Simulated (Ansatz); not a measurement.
# Co: what the fields show

```yaml
crystal:
  lattice:
    - [2.80464, 0.00000, 0.00000]
    - [0.00000, 2.80464, 0.00000]
    - [0.00000, 0.00000, 2.80464]
  atoms:
    - { symbol: Co, position: [0.00000, 0.00000, 0.00000] }
    - { symbol: Co, position: [0.50000, 0.50000, 0.50000] }
```

Space group Im-3m; a structure from a database of computed crystals, not necessarily the ambient phase; spin-polarised.

The calculation used Kohn-Sham DFT of a periodic cell, PBE, Ansatz PAW in Ansatz 0.2.0.

In a PAW calculation such maps are meaningful between the atoms, not at the nuclei.

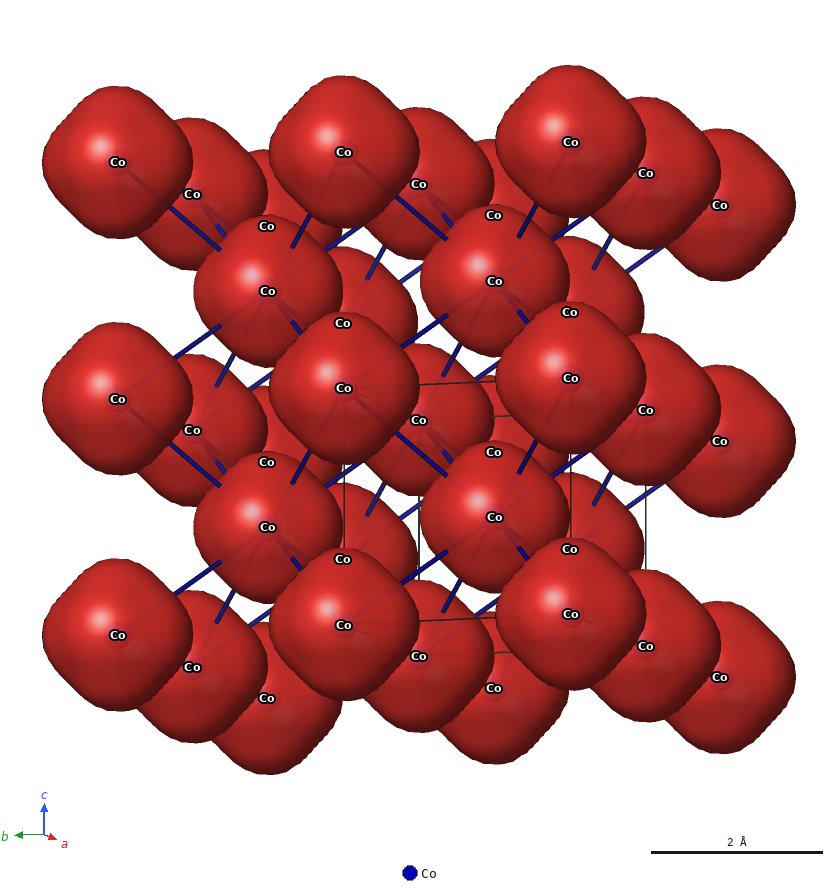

Figure 1. Isosurface of the spin density at +0.1 e/Å³ (red), seen at an oblique angle. Sticks mark near contacts.

Which atoms carry the moments, and with what signs?

The spin density sits on Co: +1.8 μB (×2) in one cell of 2 atoms: parallel main moments, as they must be, since the calculation's own cell holds one magnetic site. The cell of the calculation (1 atoms) carries 1.7 μB of net spin moment.

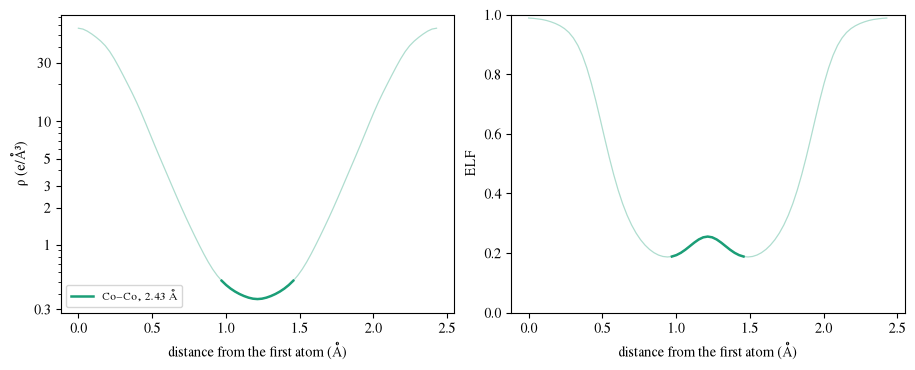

Figure 2. Valence electron density and ELF along straight lines between neighbouring atoms. Thin, pale parts lie inside the atomic spheres.

What can be read from the curves?

Co–Co (2.43 Å): the density is about 0.36 e/Å³ at the midpoint; the ELF is about 0.25 at the midpoint: no shared electron pair shows on this line.

Does the calculation give a band gap?

It is metallic or semimetallic at this level of theory: no gap opens.
